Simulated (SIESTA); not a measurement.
# A series of single points on Sn

System: Sn (Im-3m, 1 atom in the cell).
Method: Kohn-Sham DFT of a periodic cell, PBE, PseudoDojo 0.4 standard, converted to PSML, no spin polarisation (SIESTA 5.4.2).

The 7 runs differ only in the geometry, by an even scaling of the cell at fixed fractional positions. The structure derives from a Materials Project entry.

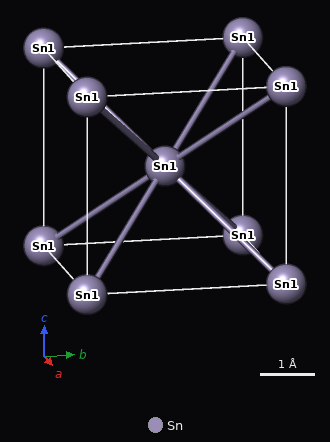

Figure 1. The structure of run 4 (ball-and-stick view of the cell 2 times as large as that of the calculation, set on its symmetry axes, seen slightly off an axis; atoms are numbered from 1 in the order of the input).

**The input of run 4**
```
SystemName                      Sn
SystemLabel                     Sn
NumberOfSpecies                 1
NumberOfAtoms                   1
%block ChemicalSpeciesLabel
  1  50 Sn
%endblock ChemicalSpeciesLabel

UseStructFile                   true

%block kgrid.MonkhorstPack
   10   0   0  0.0
    0  10   0  0.0
    0   0  10  0.0
%endblock kgrid.MonkhorstPack
XC.Functional                   GGA
XC.Authors                      PBE
PAO.BasisSize                   DZP
PAO.EnergyShift                 0.002 Ry
Mesh.Cutoff                     500 Ry
OccupationFunction              FD
ElectronicTemperature           0.05 eV
MaxSCFIterations                120
SCF.MustConverge                false
SCF.Mixer.Method                Pulay
SCF.Mixer.Weight                0.25
SCF.Mixer.History               8
SCF.DM.Tolerance                5.0e-05
SCF.H.Tolerance                 1.0e-03 eV
WriteForces                     true
Charge.Mulliken                 end
Charge.Hirshfeld                end
Charge.Voronoi                  end
SaveRho                         true
SaveElectrostaticPotential      true
```

**File Sn.STRUCT_IN of run 4**
```
  -1.8946518192     1.8946518192     1.8946518192
   1.8946518192    -1.8946518192     1.8946518192
   1.8946518192     1.8946518192    -1.8946518192
1
1  50    0.0000000000     0.0000000000     0.0000000000
```

Command:
```bash
siesta Sn.fdf > Sn.out 2>&1
```

Lattice vectors (Å) and fractional positions of run 4:
```
  -1.894652    1.894652    1.894652
   1.894652   -1.894652    1.894652
   1.894652    1.894652   -1.894652
Sn  0.000000  0.000000  0.000000
```

Run 6 has the same physical settings and fractional positions; its lattice vectors (Å) are:
```
  -1.919584    1.919584    1.919584
   1.919584   -1.919584    1.919584
   1.919584    1.919584   -1.919584
```

**Results, with one run withheld**

| run | volume per atom (Å³) | free energy per atom, from the lowest run given (meV) | pressure (GPa) |
| --- | --- | --- | --- |
| 1 | 25.573 | 44.28 | 5.53 |
| 2 | 26.117 | 27.62 | 4.29 |
| 3 | 26.661 | 15.20 | 3.05 |
| 4 | 27.205 | 7.81 | 2.07 |
| 5 | 27.749 | 2.20 | 1.22 |
| 6 | 28.293 | ? | ? |
| 7 | 28.837 | 0.00 | −0.41 |

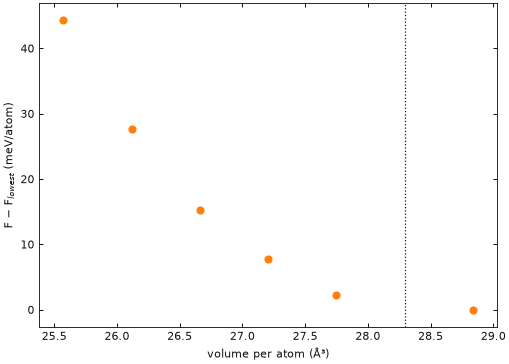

Figure 2. Free energy per atom of the runs given; the dotted line marks run 6.

Estimate the energy of run 6 from the others.

A cubic polynomial in V^(−2/3) (the Birch–Murnaghan form), fitted to the 6 runs given, misses them by at most 0.45 meV per atom. With x = V^(−2/3) − 0.11114 Å⁻², it reads F = 10.171 + 5190.8 x + 7.1831e+05 x² + 1.6558e+07 x³ (meV per atom). At run 6 it gives 0.14 meV per atom, and the run itself gives −0.29. The slope of the fit gives a pressure −dF/dV of 0.34 GPa there, and the run prints 0.28 GPa. Energies and printed pressures part between runs 3 and 4: the energies differ there by 1.2 meV per atom from what the pressures give, and by at most 0.1 in the other intervals. A smooth fit can't follow such a step, as when the grid or the electronic state changes between two volumes. The fit has its minimum at 28.608 Å³ per atom, where V d²F/dV² gives 28.9 GPa: the bulk modulus at this level, since symmetry fixes the shape and the positions.

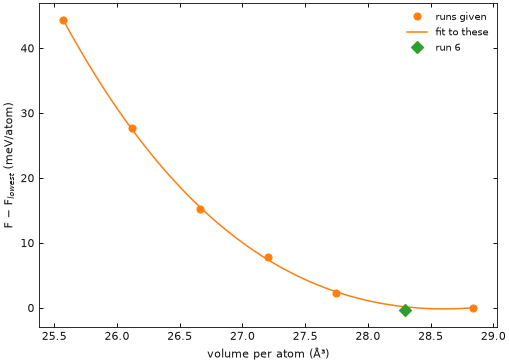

Figure 3. The fit and the withheld run.

**Some lines of the output (run 6)**
```
[...]
outcell: Cell volume (Ang**3)        :     28.2932
stepf: Fermi-Dirac step function
siesta: Etot    =     -2144.059799
siesta: FreeEng =     -2144.067444
        iscf     Eharris(eV)        E_KS(eV)     FreeEng(eV)     dDmax    Ef(eV) dHmax(eV)
siesta: E_KS(eV) =            -2144.0857
siesta: E_KS - E_eggbox =     -2144.0857
siesta: Etot    =     -2144.085749
siesta: FreeEng =     -2144.093576
siesta:         Fermi =      -4.521483
siesta: Cell volume =         28.293167 Ang**3
    Orbital volume contribution        =           1.685233 eV
```

Notes: Points of doubt noted for this run: mulliken charges of long orbitals. With a small basis of atomic orbitals these values can differ much from converged plane-wave results.
